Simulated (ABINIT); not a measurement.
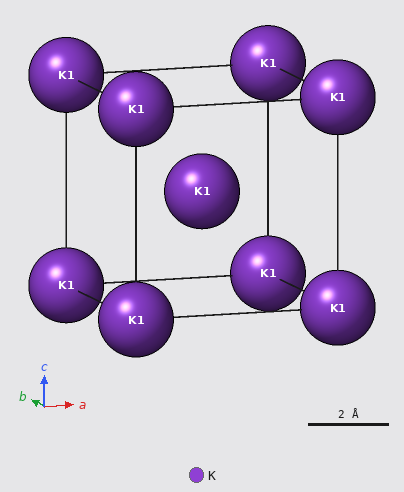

The structure (spheres-only view of the cell 2 times as large as that of the calculation, set on its symmetry axes, seen slightly off an axis; atoms are numbered from 1 in the order of the input).

Positron calculation, with input and output: K (part 1 of 2)

System: K (1 atom in the cell).
Method: Kohn-Sham DFT of a periodic cell, PBEsol, JTH PAW PBE v2.0, no spin polarisation (ABINIT 10.8.3).

The structure derives from a Materials Project entry.

### The input
```
# Datasets
ndtset 2

# Pseudopotentials
pp_dirpath "./"
pseudos "K.GGA_PBE-JTH.xml"

# Structure
acell 3*1.0
rprim
    -5.0976468017     5.0976468017     5.0976468017
     5.0976468017    -5.0976468017     5.0976468017
     5.0976468017     5.0976468017    -5.0976468017
ntypat 1
znucl 19
natom 1
typat 1
xred
            0.0            0.0            0.0

# Plane-wave basis
ecut 12.0
pawecutdg 24.0

# Exchange and correlation
ixc -116133

# SCF cycle
nstep 80

# Output
iomode 3
prteig 0
prtebands 0
prtwf 0

# Dataset 1: electrons
kptopt1 1
ngkpt1 5 5 5
nshiftk1 1
shiftk1 0.0 0.0 0.0
nband1 9
occopt1 3
tsmear1 0.00734986
tolvrs1 1.0e-10
prtden1 1

# Dataset 2: positron in the electrons' density
positron2 1
ixcpositron2 1
getden2 1
kptopt2 0
nkpt2 1
kpt2 0.0 0.0 0.0
nband2 1
occopt2 2
occ2 1.0
posocc2 1.0
toldfe2 1.0e-7
nline2 10
nnsclo2 2
optforces2 0
optstress2 0
prtden2 0
```

Command:
```bash
abinit run.abi > log 2>&1
```

### Output
```
.Version 10.8.3 of ABINIT
 DATASET    1 : space group Im -3 m (#229); Bravais cI (body-center cubic)
================================================================================
 Values of the parameters that define the memory need for DATASET  1.
     intxc =       0    ionmov =       0      iscf =      17    lmnmax =      13
     lnmax =       5     mgfft =      30  mpssoang =       3    mqgrid =    3001
     natom =       1  nloc_mem =       2    nspden =       1   nspinor =       1
    nsppol =       1      nsym =      48    n1xccc =       1    ntypat =       1
    occopt =       3   xclevel =       2
       mpw =        1060          nfft =       27000          nkpt =          10
 PAW method is used; the additional fine FFT grid is defined by:
   mgfftf=        40    nfftf =     64000
================================================================================
================================================================================

 DATASET    2 : space group Im -3 m (#229); Bravais cI (body-center cubic)
================================================================================
 Values of the parameters that define the memory need for DATASET  2.
     intxc =       0    ionmov =       0      iscf =      17    lmnmax =      13
     lnmax =       5     mgfft =      30  mpssoang =       3    mqgrid =    3001
     natom =       1  nloc_mem =       2    nspden =       1   nspinor =       1
    nsppol =       1      nsym =      48    n1xccc =       1    ntypat =       1
    occopt =       2   xclevel =       2
       mpw =         528          nfft =       27000          nkpt =           1
 PAW method is used; the additional fine FFT grid is defined by:
   mgfftf=        40    nfftf =     64000
================================================================================
================================================================================

--------------------------------------------------------------------------------
------------- Echo of variables that govern the present computation ------------
--------------------------------------------------------------------------------
 -outvars: echo values of preprocessed input variables --------
            acell      1.0000000000E+00  1.0000000000E+00  1.0000000000E+00 Bohr
              amu      3.90983000E+01
             ecut      1.20000000E+01 Hartree
           getden1          0
           getden2          1
              ixc     -116133
           jdtset        1    2
           kptopt1          1
           kptopt2          0
         kptrlatt        5    0    0      0    5    0      0    0    5
          kptrlen1     4.41469163E+01
          kptrlen2     3.00000000E+01
            natom           1
            nband1          9
            nband2          1
           ndtset           2
            ngfft          30      30      30
          ngfftdg          40      40      40
             nkpt1         10
             nkpt2          1
            nline1          4
            nline2         10
           nnsclo1          0
           nnsclo2          2
            nstep          80
             nsym          48
           ntypat           1
           occopt1          3
           occopt2          2
        optforces1          2
        optforces2          0
        optstress1          1
        optstress2          0
        pawecutdg      2.40000000E+01 Hartree
         positron1          0
         positron2          1
           prtden1          1
           prtden2          0
        prtebands           0
           prteig           0
            prtwf           0
            rprim     -5.0976468017E+00  5.0976468017E+00  5.0976468017E+00
                       5.0976468017E+00 -5.0976468017E+00  5.0976468017E+00
                       5.0976468017E+00  5.0976468017E+00 -5.0976468017E+00
           shiftk1     0.00000000E+00  0.00000000E+00  0.00000000E+00
           shiftk2     5.00000000E-01  5.00000000E-01  5.00000000E-01
          spgroup         229
           toldfe1     0.00000000E+00 Hartree
           toldfe2     1.00000000E-07 Hartree
           tolvrs1     1.00000000E-10
           tolvrs2     0.00000000E+00
           tsmear1     7.34986000E-03 Hartree
           tsmear2     1.00000000E-02 Hartree
            typat      1
           useylm           1
            znucl       19.00000

================================================================================

 chkinp: Checking input parameters for consistency, jdtset=   1.

 chkinp: Checking input parameters for consistency, jdtset=   2.

================================================================================
== DATASET  1 ==================================================================

--- !DatasetInfo
iteration_state: {dtset: 1, }
dimensions: {natom: 1, nkpt: 10, mband: 9, nsppol: 1, nspinor: 1, nspden: 1, mpw: 1060, }
cutoff_energies: {ecut:  12.0, pawecutdg:  24.0, }
electrons: {nelect:   9.00000000E+00, charge:   0.00000000E+00, occopt:   3.00000000E+00, tsmear:   7.34986000E-03, }
meta: {optdriver: 0, ionmov: 0, optcell: 0, iscf: 17, paral_kgb: 0, }
...

 Real(R)+Recip(G) space primitive vectors, cartesian coordinates (Bohr,Bohr^-1):
 R(1)= -5.0976468  5.0976468  5.0976468  G(1)=  0.0000000  0.0980845  0.0980845
 R(2)=  5.0976468 -5.0976468  5.0976468  G(2)=  0.0980845  0.0000000  0.0980845
 R(3)=  5.0976468  5.0976468 -5.0976468  G(3)=  0.0980845  0.0980845  0.0000000
 Unit cell volume ucvol=  5.2986986E+02 bohr^3
 Angles (23,13,12)=  1.09471221E+02  1.09471221E+02  1.09471221E+02 degrees

 Coarse grid specifications (used for wave-functions):

 getcut: wavevector=  0.0000  0.0000  0.0000  ngfft=  30  30  30
         ecut(hartree)=     12.000   => boxcut(ratio)=   2.17889

 Fine grid specifications (used for densities):

 getcut: wavevector=  0.0000  0.0000  0.0000  ngfft=  40  40  40
         ecut(hartree)=     24.000   => boxcut(ratio)=   2.05556

--- Pseudopotential description ------------------------------------------------
- pspini: atom type   1  psp file is ./K.GGA_PBE-JTH.xml
 Pseudopotential format is: paw10
 basis_size (lnmax)=  5 (lmn_size= 13), orbitals=   0   0   1   1   2
 Spheres core radius: rc_sph= 2.10865939
 Shapefunction is SIN type: shapef(r)=[sin(pi*r/rshp)/(pi*r/rshp)]**2
 Radius for shape functions =  2.00653367
 Compensation charge density is not taken into account in XC energy/potential

   1.15077056E+02                                ecore*ucvol(ha*bohr**3)
--------------------------------------------------------------------------------

================================================================================

--- !BeginCycle
iteration_state: {dtset: 1, }
solver: {iscf: 17, nstep: 80, nline: 4, wfoptalg: 10, }
tolerances: {tolvrs: 1.00E-10, }
...

     iter   Etot(hartree)      deltaE(h)  residm     nres2
 ETOT  1  -28.405140610950    -2.841E+01 8.252E-02 1.188E+00
 ETOT  2  -28.473242824300    -6.810E-02 3.797E-03 8.106E-01
 ETOT  3  -28.471220924552     2.022E-03 5.060E-04 2.471E-01
 ETOT  4  -28.470675697723     5.452E-04 2.234E-04 5.637E-02
 ETOT  5  -28.470522742160     1.530E-04 9.671E-05 4.767E-04
 ETOT  6  -28.470531857814    -9.116E-06 1.047E-04 1.209E-03
 ETOT  7  -28.470528526773     3.331E-06 2.535E-05 3.554E-05
 ETOT  8  -28.470528485449     4.132E-08 4.489E-05 4.435E-06
 ETOT  9  -28.470528482923     2.525E-09 1.097E-05 1.413E-07
 ETOT 10  -28.470528482929    -6.079E-12 1.920E-05 7.690E-08
 ETOT 11  -28.470528482794     1.351E-10 4.898E-06 1.061E-08
 ETOT 12  -28.470528482779     1.477E-11 7.963E-06 2.333E-11

 At SCF step   12       nres2   =  2.33E-11 < tolvrs=  1.00E-10 =>converged.

 Cartesian components of stress tensor (hartree/bohr^3)
  sigma(1 1)=  1.18153181E-05  sigma(3 2)=  0.00000000E+00
  sigma(2 2)=  1.18153181E-05  sigma(3 1)=  0.00000000E+00
  sigma(3 3)=  1.18153181E-05  sigma(2 1)=  0.00000000E+00

--- !ResultsGS
iteration_state: {dtset: 1, }
comment   : Summary of ground state results
lattice_vectors:
- [ -5.0976468,   5.0976468,   5.0976468, ]
- [  5.0976468,  -5.0976468,   5.0976468, ]
- [  5.0976468,   5.0976468,  -5.0976468, ]
lattice_lengths: [   8.82938,    8.82938,    8.82938, ]
lattice_angles: [109.471, 109.471, 109.471, ] # degrees, (23, 13, 12)
lattice_volume:   5.2986986E+02
convergence: {deltae:  1.477E-11, res2:  2.333E-11, residm:  7.963E-06, diffor: null, }
etotal    :  -2.84705285E+01
entropy   :   0.00000000E+00
fermie    :   2.94716890E-02
cartesian_stress_tensor: # hartree/bohr^3
- [  1.18153181E-05,   0.00000000E+00,   0.00000000E+00, ]
- [  0.00000000E+00,   1.18153181E-05,   0.00000000E+00, ]
- [  0.00000000E+00,   0.00000000E+00,   1.18153181E-05, ]
pressure_GPa:  -3.4762E-01
xred      :
- [  0.0000E+00,   0.0000E+00,   0.0000E+00,  K]
cartesian_forces: # hartree/bohr
- [ -0.00000000E+00,  -0.00000000E+00,  -0.00000000E+00, ]
force_length_stats: {min:   0.00000000E+00, max:   0.00000000E+00, mean:   0.00000000E+00, }
...

 Integrated electronic density in atomic spheres:
 ------------------------------------------------
 Atom  Sphere_radius  Integrated_density
    1        2.10866          7.12368166

================================================================================

 ----iterations are completed or convergence reached----

 Mean square residual over all n,k,spin=   16.087E-08; max=  79.632E-07
 reduced coordinates (array xred) for    1 atoms
       0.000000000000      0.000000000000      0.000000000000
 rms dE/dt=  0.0000E+00; max dE/dt=  0.0000E+00; dE/dt below (all hartree)
    1       0.000000000000      0.000000000000      0.000000000000

 cartesian coordinates (angstrom) at end:
    1      0.00000000000000     0.00000000000000     0.00000000000000

 cartesian forces (hartree/bohr) at end:
    1     -0.00000000000000    -0.00000000000000    -0.00000000000000
 frms,max,avg= 0.0000000E+00 0.0000000E+00   0.000E+00  0.000E+00  0.000E+00 h/b
```
